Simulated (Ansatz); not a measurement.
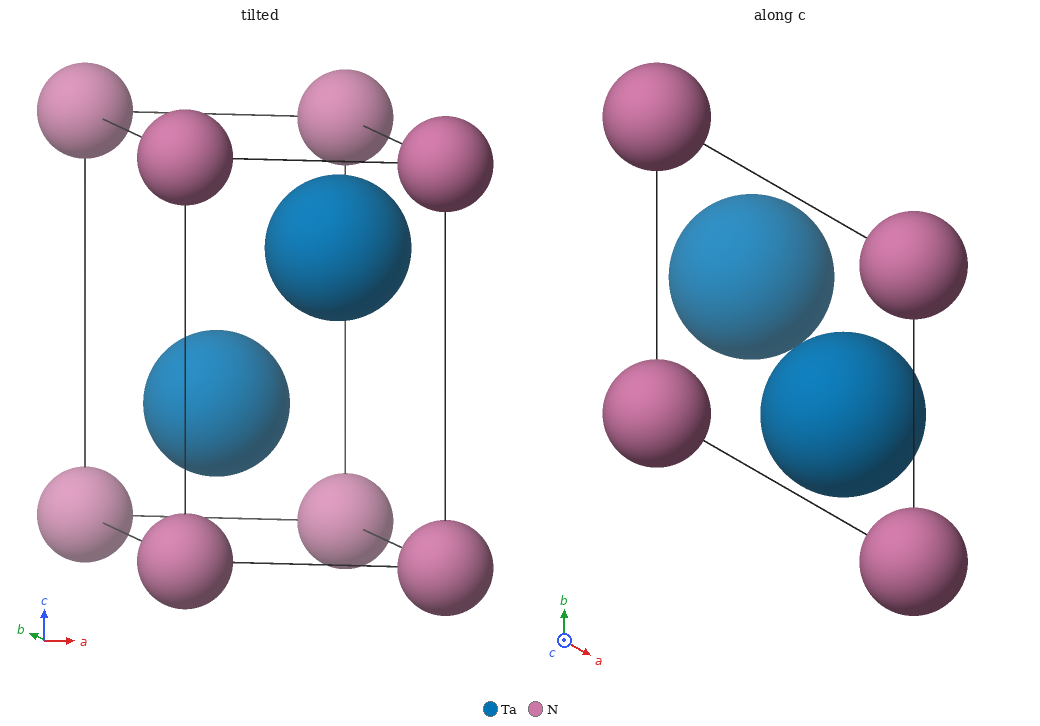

We look at a spheres-only model of the crystal slightly off an axis and along the c axis. The wireframe shows the unit cell.

Ta₂N, a = 3.08 Å, b = 3.08 Å, c = 4.82 Å, α = 90.00°, β = 90.00°, γ = 120.00°.

Run with DFT PBEsol, scalar-relativistic, plane waves, PAW in Ansatz and these settings: a kinetic-energy cutoff of 420 eV, the zone sampled with 12×12×8 points, Gaussian smearing of 0.15 eV, no spin polarisation.

What does the calculation say: metal or gapped?

A metal: bands cross the Fermi level.

What is the computed pressure?

The computed pressure is 5.7 GPa (compressed: it would expand). The stress isn't hydrostatic: its largest component is 11.1 GPa.

The structure comes from a structure listed in the Materials Project. The cell was then strained or its atoms displaced on purpose. It was run through Ansatz as a DFT input.

At this level of theory the cell isn't at rest (compressed, at 6 GPa and forces up to 5.4 eV/Å), so its distances can differ from those at equilibrium, the more so the softer the solid.
